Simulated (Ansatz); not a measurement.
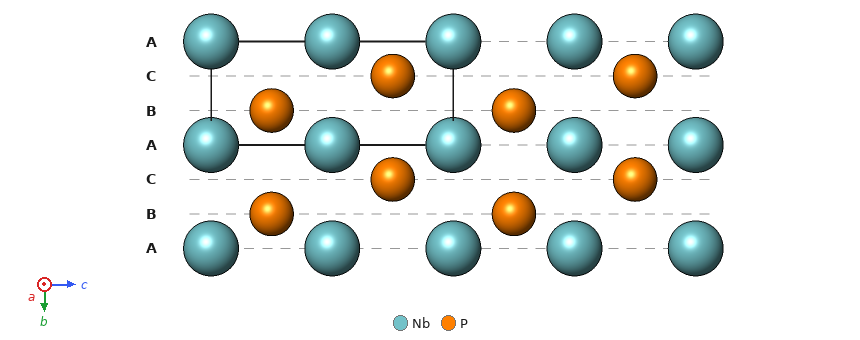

The picture looks along a close-packed row of the hexagonal mesh; c points to the right. The dashed lines mark the three columns A (0, 0), B (1/3, 2/3) and C (2/3, 1/3). The sequence starts with the first layer at or above the cell's origin.

NbP: the geometry relaxed with DFT PBE, scalar-relativistic, plane waves, PAW (Ansatz 0.2.0); the starting structure was generated, so it need not be a known form of this composition.

**Read off the stacking sequence over one period.**

Nb(A) – P(B) – Nb(A) – P(C) (four layers in 6.72 Å).

**How are the P layers alone stacked?**

P layers alone: BC, the hexagonal close-packed type.

**Which positions between or in the P layers do the other atoms fill?**

Nb: two octahedral sites (per hexagonal cell).

Heights of the layers:

```csv
layer,atoms (column),height (Å),to next (Å)
1,Nb(A),0.00,1.68
2,P(B),1.68,1.68
3,Nb(A),3.36,1.68
4,P(C),5.04,1.68
```
